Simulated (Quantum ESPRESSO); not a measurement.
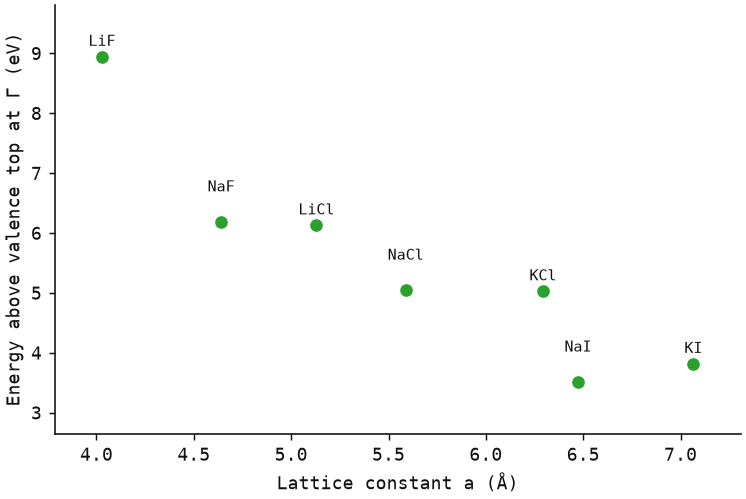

Lowest conduction level at Γ, counted from the valence-band top at Γ, for seven rocksalt crystals against the lattice constant, each in its database cell. All by Quantum ESPRESSO with PBEsol, without spin-orbit coupling, no moments; potentials: PseudoDojo 0.4.1 SR PBEsol standard.

Does the value at Γ follow the lattice constant?

Loosely: it tends to fall by about 1.6 eV per Å (correlation −0.92). More than one element changes from compound to compound, so size isn't the only cause. The lowest value is 3.51 eV (NaI) and the highest 8.94 eV (LiF).

```csv
compound,a (Å),k mesh,Γ (eV)
LiF,4.028,11×11×11,8.94
NaF,4.640,10×10×10,6.18
LiCl,5.130,9×9×9,6.13
NaCl,5.588,8×8×8,5.04
KCl,6.293,7×7×7,5.03
NaI,6.473,7×7×7,3.51
KI,7.066,7×7×7,3.82
```

LDA, GGA and most meta-GGA functionals understate gaps. NaI and KI: spin-orbit coupling is left out, which matters for I. NaCl: the cell is a database's computed one. The cells are as the databases list them, so they lie at different pressures for this functional.
